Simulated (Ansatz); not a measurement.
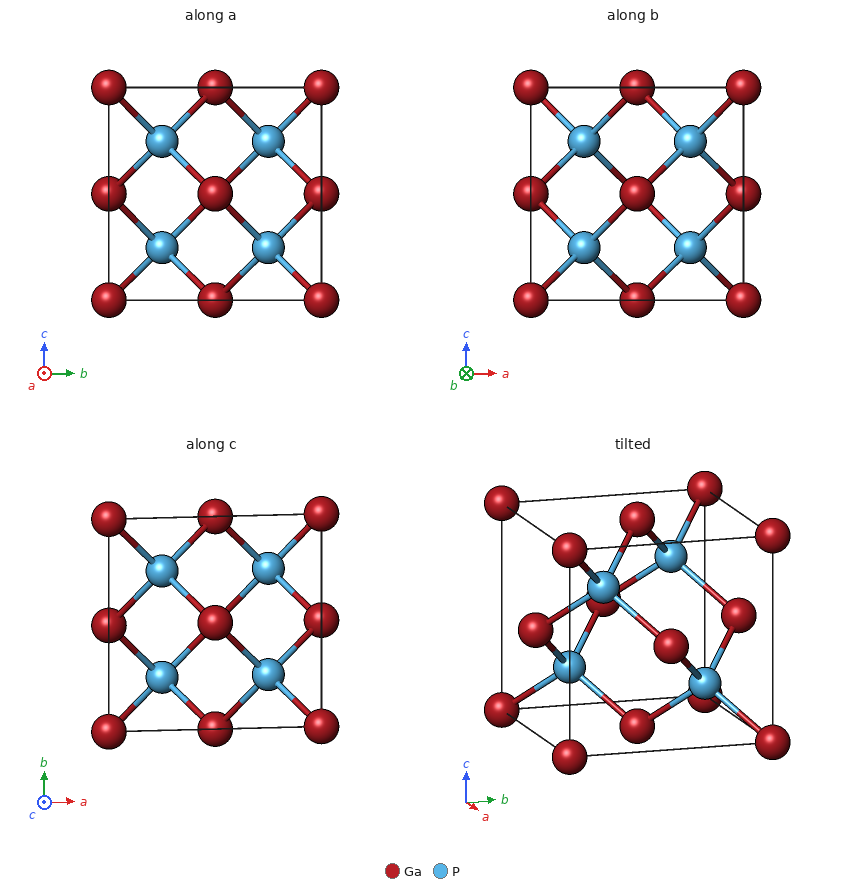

An orthographic ball-and-stick view of the structure, along the a axis, along the b axis, along the c axis and slightly off an axis. The drawn cell (a repeat of the simulation cell) is outlined; an atom on or near a face, edge or corner is repeated at each equivalent position.

Lattice parameters: a = 5.451 Å, b = 5.451 Å, c = 5.451 Å, α = 90.00°, β = 90.00°, γ = 88.57°. Put a along x and b in the xy plane.

Q: Write down what is shown as a POSCAR file, with free fractional coordinates to two decimals.

A:
```
Ga P
1.0
     5.451    0.000    0.000
     0.136    5.450    0.000
     0.000    0.000    5.451
Ga P
4 4
Direct
  0.00 0.00 0.00
  0.50 0.50 0.00
  0.50 0.00 0.50
  0.00 0.50 0.50
  0.25 0.25 0.25
  0.75 0.75 0.25
  0.75 0.25 0.75
  0.25 0.75 0.75
```

Origin of the cell: a structure type filled with these elements by a generator (whether the compound takes this form wasn't checked). The cell was then strained or its atoms displaced on purpose. It was run through Ansatz as a DFT input.
